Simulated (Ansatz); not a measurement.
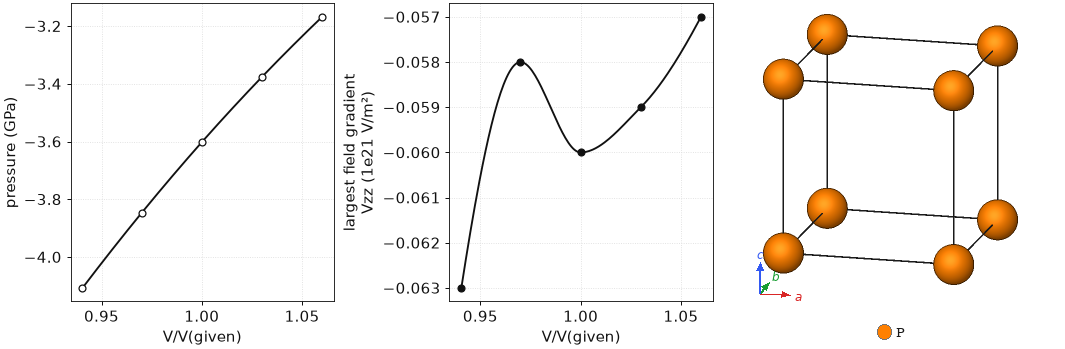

Plotted: pressure and largest field gradient Vzz against V/V(given) for P, space group P4/mmm (No. 123). The conventional cell is drawn beside the plot.

The given structure:
```yaml
crystal:
  lattice:
    - [4.27290, 0.00000, 0.00000]
    - [0.00000, 4.27290, 0.00000]
    - [0.00000, 0.00000, 4.37800]
  atoms:
    - { symbol: P, position: [0.00000, 0.00000, 0.00000] }
```

How it was computed, with Ansatz 0.2.0: periodic Kohn-Sham DFT of a crystal at fixed atoms, scaled to the stated factor times the given cell; pressure positive in compression. Level: PBE.

- method: frozen-core PAW
- relativity: scalar
- k mesh: 8×8×8
- occupations: Fermi–Dirac
- smearing width: 0.03 eV
- wave cutoff: 420 eV
- PAW set: soft_2

V(given) is 79.93 Å³/atom.

### Read off the course of the pressure.

It rises from −4.107 GPa at V/V(given) 0.941 to −3.168 GPa at 1.060.

### What does the largest field gradient Vzz do across the range?

It goes from −0.063 1e21 V/m² at V/V(given) 0.941 to −0.057 1e21 V/m² at 1.060, not monotonically.

Caveats: no gap: field gradients move with the k mesh; the volumes run don't bracket the minimum of the energy, so any equilibrium value is extrapolated; shape and atomic fractions are frozen while scaling, which makes layered, chain and framework solids too stiff.

The computed values:

```
V/V(given)  pressure (GPa)  largest field gradient Vzz (1e21 V/m²)
     0.941          -4.107                                  -0.063
     0.970          -3.847                                  -0.058
     1.000          -3.602                                  -0.060
     1.030          -3.376                                  -0.059
     1.060          -3.168                                  -0.057
```
